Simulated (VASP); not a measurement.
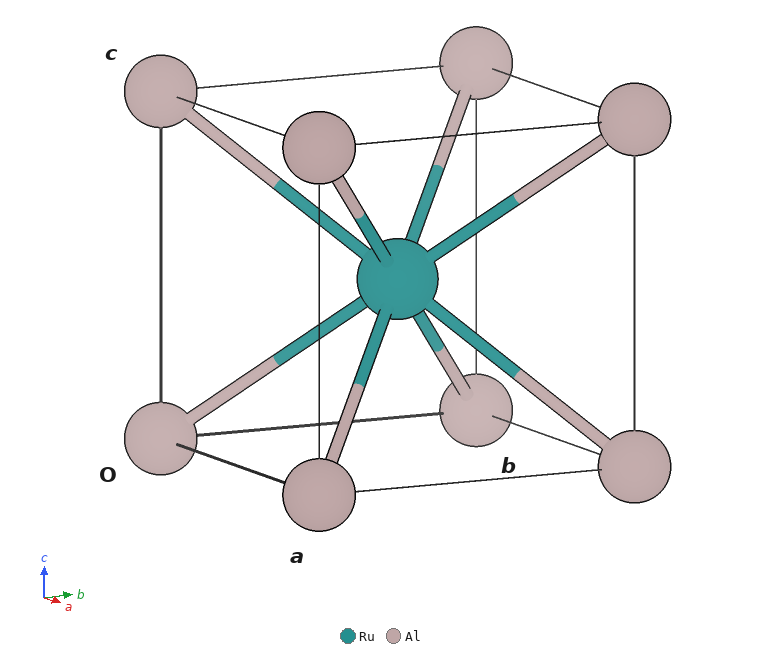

One unit cell is drawn above. Crystal: AlRu, coordinates from a relaxation with VASP, VASP Kohn-Sham DFT of a periodic cell, BLYP, VASP PAW PBE potentials, recommended. All values are computed from the atomic coordinates in the standard setting (tolerance 0.002 Å).

```
CELL_PARAMETERS angstrom
3.03939 0.00000 0.00000
0.00000 3.03939 0.00000
0.00000 0.00000 3.03939
ATOMIC_POSITIONS crystal
Ru 0.50000 0.50000 0.50000
Al 0.00000 0.00000 0.00000
```

### What is its point group?

m-3m (Oh), order 48, cubic system: three fourfold axes, four threefold axes, six twofold axes, nine mirror planes, an inversion centre.

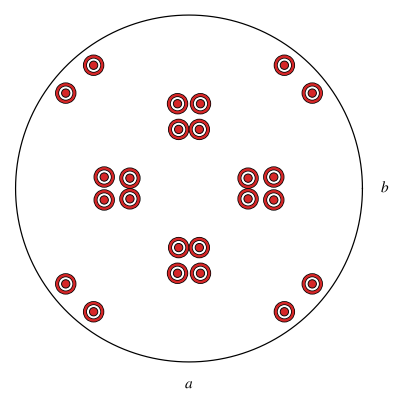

Stereographic projection: filled dots lie in the upper hemisphere, open rings in the lower. The poles are one general form. The c axis points at the viewer.

### What does this class allow?

Class m-3m is centrosymmetric, so neither piezoelectric nor pyroelectric; it is not chiral. Its Laue class is m-3m.
